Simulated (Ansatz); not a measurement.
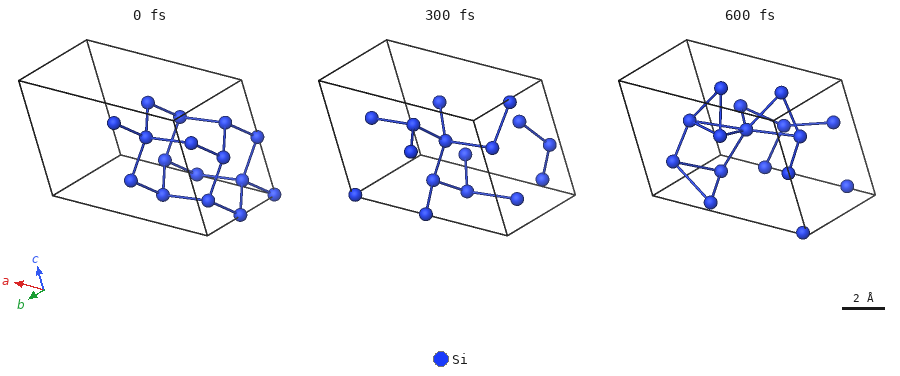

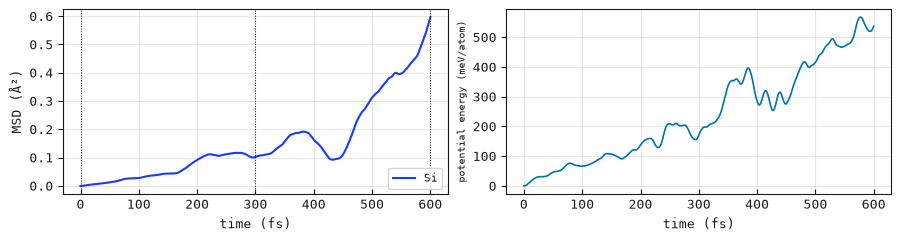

A Born-Oppenheimer molecular dynamics run of a 16-atom cell of Si, 600 fs long. The cell was cut from the diamond crystal. Frames and the history of the run. A ball-and-stick model of the reduced simulation cell, seen from a free direction. Atoms that leave the cell re-enter on the other side. Bonds to atoms that aren't drawn are left out. Lengths and directions refer to the drawn axes.

These are results of DFT PBE, scalar-relativistic, plane waves, PAW (Ansatz 0.2.0), not measurements. Settings: plane-wave cutoff 420 eV; k-point mesh 2 × 2 × 2; Fermi-Dirac smearing 0.3 eV; low-accuracy preset; volume 1.1 times that of the relaxed crystal; Langevin thermostat (NVT); set temperature 300 K, then to 3500 K over 300 steps; time step 2 fs; friction 0.02 per fs.

> What do the frames and curves show?

Root-mean-square distances from the starting positions over the second half, with the common drift of all atoms taken out: Si 0.50 Å. The integration has become unstable, so these distances have no physical meaning. The temperature peaks at 4213 K, at 590 fs, and is 4015 K at the end.

Limits of the set-up: the k-point mesh is coarse for a cell with partly filled bands; the program's low-accuracy preset was used.
